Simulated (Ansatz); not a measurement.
# Graphite under LDA: convergence with the plane-wave cutoff, part 2 of 2

A convergence test of the plane-wave cutoff. The geometry was relaxed under LDA beforehand and stays fixed; 9 values are run, from 150 to 800 eV. Wanted are the values from which on the energy stays within 10 and 1 meV/atom, and the pressure within 0.5 GPa, of the last run. Within the series other settings stay, but some runs also write fields, which adds to their time. Spin polarisation is left out.

Ansatz 0.2.0; DFT LDA, plane waves with PAW, scalar-relativistic.

### 7 Cutoff 350 eV

The run at 350 eV.

input.yaml reads:

```yaml
crystal:
  lattice:
    - [2.4449954633, 0.0, 0.0]
    - [-1.2224977317, 2.1174281834, 0.0]
    - [0.0, 0.0, 6.6104633561]
  atoms:
    - { symbol: C, position: [1.0, 1.0, 0.25] }
    - { symbol: C, position: [0.0, 0.0, 0.75] }
    - { symbol: C, position: [0.3333333333, 0.6666666667, 0.25] }
    - { symbol: C, position: [0.6666666667, 0.3333333333, 0.75] }
hamiltonian:
  xc: lda
  pseudopotentials:
    kind: paw
    azcp:
      C: "pseudopotentials/C.paw.azcp"
basis:
  ecutwfc: 350
  fft_grid_basis: typed
kpoints:
  mp_grid: { grid: [15, 15, 5], shift: [0, 0, 0] }
magnetization:
  spin_polarized: false
scf:
  occupations: { method: fermi_dirac, width: 0.05 }
  lower_state_search: "off"
output:
  stress: true
```

The run is started by

```console
$ ansatz run input.yaml --threads 2 --pin off --max-ram 5120MiB --backend cpu --events-out ev --progress --plain --runs-dir out
```

The program printed, shortened:

```text
Warning: basis.ecutwfc = 350 eV is below the records' recommended 420 eV, and the density's cutoff is lower with it unless basis.ecutrho_ratio is high enough to keep the records' density cutoff: compare with a run at a higher cutoff
Warning: <dir> the record states the generating functional pbe (its physics header spells it `PBE`), which answers neither for hamiltonian.xc's functional nor for the lda family's — results may be inconsistent (PPs are generated against a specific XC)
Warning: RAYON_NUM_THREADS=2 ignored (pool sized by the plan → 2); use --threads N
[...]
Pseudopotentials: kind: paw
Pseudopotential: C, paw, valence charge 4, recommended cutoff 420 eV (normal), <dir>
Functional definition: SPW92
[...]
Crystal: 4 atoms, lattice volume = 34.223 Å³
Basis set: ecut = 350 eV, 501 PW (Γ)
Bands: 12, of which v1, the nominal top of the filled ones, is band 8 counted from 1 (7 counted from 0)
Symmetry: 24 space group operations
Space group: P63/mmc (ITA 194), of the structure as read, at distance tolerance 3.2e-5 Å
k-points: 81 of 1125
[...]
SCF iter   1: F=—  HF=-971.807493 eV  |F-HF|=—  |Δ(HF+E_count)|=         —  Δρ=5.19e-3  dr2=3.76e-3  ethr=1.77e-3  ⟨swp⟩=5.0  Hψ=5075  notcnv=0
[...]
SCF iter   6: F=-971.807898 eV  HF=-971.807898 eV  |F-HF|=1.35e-10  |Δ(HF+E_count)|=   2.52e-9  Δρ=1.15e-6  dr2=2.33e-10  ethr=4.70e-11  ⟨swp⟩=2.0  Hψ=3197  notcnv=0
[...]
SCF converged after 6 iterations
Free energy (F): -971.807898 eV
[...]
E sigma→0 (E₀):  -971.807270 eV
Entropy (-TS):   -0.001255 eV (-0.314 meV/atom)
Fermi energy:    7.036914 eV
[...]
--- Stress (GPa, compression-positive) ---
        0.274062      -0.000000       0.000000
       -0.000000       0.274062       0.000000
        0.000000       0.000000       0.240108
  P = ⅓ Tr σ = 0.2627 GPa (2.627 kbar)
```

Run time: 1 s. Hardware: 2 threads of Arm Neoverse V1, shared host; peak memory 0.28 GiB.

### 8 Cutoff 420 eV

The run at 420 eV.

Edit input.yaml of step 7 so:

```diff
@@ -17,3 +17,3 @@
 basis:
-  ecutwfc: 350
+  ecutwfc: 420
   fft_grid_basis: typed
```

The run is started by

```console
$ ansatz run input.yaml --threads 2 --pin off --max-ram 5120MiB --backend cpu --events-out ev --progress --plain --runs-dir out
```

The program printed, shortened:

```text
Warning: <dir> the record states the generating functional pbe (its physics header spells it `PBE`), which answers neither for hamiltonian.xc's functional nor for the lda family's — results may be inconsistent (PPs are generated against a specific XC)
Warning: RAYON_NUM_THREADS=2 ignored (pool sized by the plan → 2); use --threads N
[...]
[... 3 set-up lines as earlier in the session ...]
[...]
Crystal: 4 atoms, lattice volume = 34.223 Å³
Basis set: ecut = 420 eV, 653 PW (Γ)
Bands: 12, of which v1, the nominal top of the filled ones, is band 8 counted from 1 (7 counted from 0)
[... 2 set-up lines as earlier in the session ...]
k-points: 81 of 1125
[...]
SCF iter   1: F=—  HF=-971.932504 eV  |F-HF|=—  |Δ(HF+E_count)|=         —  Δρ=5.98e-3  dr2=4.43e-3  ethr=1.77e-3  ⟨swp⟩=5.4  Hψ=5201  notcnv=0
[...]
SCF iter   6: F=-971.931957 eV  HF=-971.931957 eV  |F-HF|=1.15e-9  |Δ(HF+E_count)|=   3.91e-9  Δρ=2.40e-6  dr2=1.60e-9  ethr=9.61e-11  ⟨swp⟩=2.2  Hψ=3552  notcnv=0
[...]
SCF converged after 6 iterations
Free energy (F): -971.931957 eV
[...]
E sigma→0 (E₀):  -971.931330 eV
Entropy (-TS):   -0.001253 eV (-0.313 meV/atom)
Fermi energy:    7.029534 eV
[...]
--- Stress (GPa, compression-positive) ---
       -0.036142      -0.000000       0.000000
       -0.000000      -0.036142       0.000000
        0.000000       0.000000       0.125210
  P = ⅓ Tr σ = 0.0176 GPa (0.176 kbar)
```

Wall time 1 s (2 threads of Arm Neoverse V1, shared host); peak memory 0.29 GiB.

### 9 Cutoff 500 eV

The run at 500 eV.

Edit input.yaml of step 8 so:

```diff
@@ -17,3 +17,3 @@
 basis:
-  ecutwfc: 420
+  ecutwfc: 500
   fft_grid_basis: typed
```

The run is started by

```console
$ ansatz run input.yaml --threads 2 --pin off --max-ram 5120MiB --backend cpu --events-out ev --progress --plain --runs-dir out
```

The program printed, shortened:

```text
Warning: <dir> the record states the generating functional pbe (its physics header spells it `PBE`), which answers neither for hamiltonian.xc's functional nor for the lda family's — results may be inconsistent (PPs are generated against a specific XC)
Warning: RAYON_NUM_THREADS=2 ignored (pool sized by the plan → 2); use --threads N
[...]
[... 3 set-up lines as earlier in the session ...]
[...]
Crystal: 4 atoms, lattice volume = 34.223 Å³
Basis set: ecut = 500 eV, 883 PW (Γ)
Bands: 12, of which v1, the nominal top of the filled ones, is band 8 counted from 1 (7 counted from 0)
[... 2 set-up lines as earlier in the session ...]
k-points: 81 of 1125
[...]
SCF iter   1: F=—  HF=-971.947604 eV  |F-HF|=—  |Δ(HF+E_count)|=         —  Δρ=6.39e-3  dr2=4.75e-3  ethr=1.77e-3  ⟨swp⟩=5.7  Hψ=5289  notcnv=0
[...]
SCF iter   6: F=-971.946746 eV  HF=-971.946746 eV  |F-HF|=1.86e-9  |Δ(HF+E_count)|=   2.08e-8  Δρ=3.11e-6  dr2=2.52e-9  ethr=4.89e-10  ⟨swp⟩=2.3  Hψ=3740  notcnv=0
[...]
SCF converged after 6 iterations
Free energy (F): -971.946746 eV
[...]
E sigma→0 (E₀):  -971.946120 eV
Entropy (-TS):   -0.001252 eV (-0.313 meV/atom)
Fermi energy:    7.028751 eV
[...]
--- Stress (GPa, compression-positive) ---
       -0.009648      -0.000000       0.000000
        0.000000      -0.009648       0.000000
        0.000000       0.000000       0.143062
  P = ⅓ Tr σ = 0.0413 GPa (0.413 kbar)
```

Run time: 1.3 s. Hardware: 2 threads of Arm Neoverse V1, shared host; peak memory 0.3 GiB.

### 10 Cutoff 600 eV

The run at 600 eV.

Edit input.yaml of step 9 so:

```diff
@@ -17,3 +17,3 @@
 basis:
-  ecutwfc: 500
+  ecutwfc: 600
   fft_grid_basis: typed
```

The run is started by

```console
$ ansatz run input.yaml --threads 2 --pin off --max-ram 5120MiB --backend cpu --events-out ev --progress --plain --runs-dir out
```

The program printed, shortened:

```text
Warning: <dir> the record states the generating functional pbe (its physics header spells it `PBE`), which answers neither for hamiltonian.xc's functional nor for the lda family's — results may be inconsistent (PPs are generated against a specific XC)
Warning: RAYON_NUM_THREADS=2 ignored (pool sized by the plan → 2); use --threads N
[...]
[... 3 set-up lines as earlier in the session ...]
[...]
Crystal: 4 atoms, lattice volume = 34.223 Å³
Basis set: ecut = 600 eV, 1131 PW (Γ)
Bands: 12, of which v1, the nominal top of the filled ones, is band 8 counted from 1 (7 counted from 0)
[... 2 set-up lines as earlier in the session ...]
k-points: 81 of 1125
[...]
SCF iter   1: F=—  HF=-971.949336 eV  |F-HF|=—  |Δ(HF+E_count)|=         —  Δρ=6.38e-3  dr2=4.72e-3  ethr=1.77e-3  ⟨swp⟩=5.8  Hψ=5324  notcnv=0
[...]
SCF iter   6: F=-971.948553 eV  HF=-971.948553 eV  |F-HF|=2.02e-9  |Δ(HF+E_count)|=   2.59e-8  Δρ=3.27e-6  dr2=2.75e-9  ethr=6.04e-10  ⟨swp⟩=2.4  Hψ=3746  notcnv=0
[...]
SCF converged after 6 iterations
Free energy (F): -971.948553 eV
[...]
E sigma→0 (E₀):  -971.947927 eV
Entropy (-TS):   -0.001252 eV (-0.313 meV/atom)
Fermi energy:    7.028565 eV
[...]
--- Stress (GPa, compression-positive) ---
       -0.038000      -0.000000       0.000000
       -0.000000      -0.038000       0.000000
        0.000000       0.000000       0.141171
  P = ⅓ Tr σ = 0.0217 GPa (0.217 kbar)
```

It took 1.5 s on 2 threads of Arm Neoverse V1, shared host; peak memory 0.31 GiB.

### 11 Cutoff 800 eV

The run at 800 eV.

Edit input.yaml of step 10 so:

```diff
@@ -17,3 +17,3 @@
 basis:
-  ecutwfc: 600
+  ecutwfc: 800
   fft_grid_basis: typed
```

The run is started by

```console
$ ansatz run input.yaml --threads 2 --pin off --max-ram 5120MiB --backend cpu --events-out ev --progress --plain --runs-dir out
```

The program printed, shortened:

```text
Warning: <dir> the record states the generating functional pbe (its physics header spells it `PBE`), which answers neither for hamiltonian.xc's functional nor for the lda family's — results may be inconsistent (PPs are generated against a specific XC)
Warning: RAYON_NUM_THREADS=2 ignored (pool sized by the plan → 2); use --threads N
[...]
[... 3 set-up lines as earlier in the session ...]
[...]
Crystal: 4 atoms, lattice volume = 34.223 Å³
Basis set: ecut = 800 eV, 1759 PW (Γ)
Bands: 12, of which v1, the nominal top of the filled ones, is band 8 counted from 1 (7 counted from 0)
[... 2 set-up lines as earlier in the session ...]
k-points: 81 of 1125
[...]
SCF iter   1: F=—  HF=-971.951508 eV  |F-HF|=—  |Δ(HF+E_count)|=         —  Δρ=6.35e-3  dr2=4.67e-3  ethr=1.77e-3  ⟨swp⟩=5.7  Hψ=5304  notcnv=0
[...]
SCF iter   6: F=-971.950792 eV  HF=-971.950792 eV  |F-HF|=2.02e-11  |Δ(HF+E_count)|=   6.00e-9  Δρ=1.26e-6  dr2=1.67e-10  ethr=1.31e-10  ⟨swp⟩=2.5  Hψ=3577  notcnv=0
[...]
SCF converged after 6 iterations
Free energy (F): -971.950792 eV
[...]
E sigma→0 (E₀):  -971.950166 eV
Entropy (-TS):   -0.001252 eV (-0.313 meV/atom)
Fermi energy:    7.028347 eV
[...]
--- Stress (GPa, compression-positive) ---
       -0.072732      -0.000000       0.000000
        0.000000      -0.072732       0.000000
        0.000000       0.000000       0.141396
  P = ⅓ Tr σ = -0.0014 GPa (-0.014 kbar)
```

It took 2 s on 2 threads of Arm Neoverse V1, shared host; peak memory 0.34 GiB.

### 12 Convergence table

Differences are taken from the run at 800 eV.

```
cutoff (eV)  plane waves at Γ  E(σ → 0) (meV/atom)  P (GPa)  SCF cycles  CPU time
        150               151              4572.61     3.37           6     1.1 s
        200               213              1932.16    14.74           6     1.4 s
        250               311               585.47    12.17           6     2.2 s
        300               397               147.62     2.45           6     1.7 s
        350               501                35.72     0.26           6     1.9 s
        420               653                 4.71     0.02           6     1.9 s
        500               883                 1.01     0.04           6     2.4 s
        600              1131                 0.56     0.02           6     2.8 s
        800              1759                 0.00     0.00           6     3.8 s
```

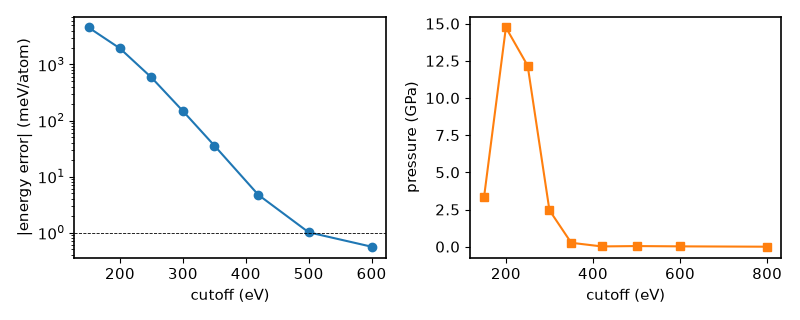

Energy and pressure against the plane-wave cutoff; the dashed line marks 1 meV/atom.

### 13 Results

This closing draws on all 2 parts.

| quantity | value |
| --- | --- |
| E(σ → 0) stays within 10 meV/atom of 800 eV | from 420 eV on |
| E(σ → 0) stays within 1 meV/atom | from 600 eV on |
| pressure stays within 0.5 GPa | from 350 eV on |
| pressure at 800 eV | 0.00 GPa |
| CPU time, dearest over cheapest | 3.5 |
| run at the usual settings (mesh 14×14×5 against the series' 15×15×5, 420 eV) | +3.6 meV/atom from 800 eV, 0.00 GPa |

What this shows: The far end, 150 eV, lies +4573 meV/atom and +3.4 GPa from the yardstick. Each step up in cutoff lowers the energy. 1 meV/atom is reached at 600 eV; energy differences often converge earlier, as errors cancel. The cell taken over is 3 % smaller than the measured one (8.82 Å³/atom, COD).
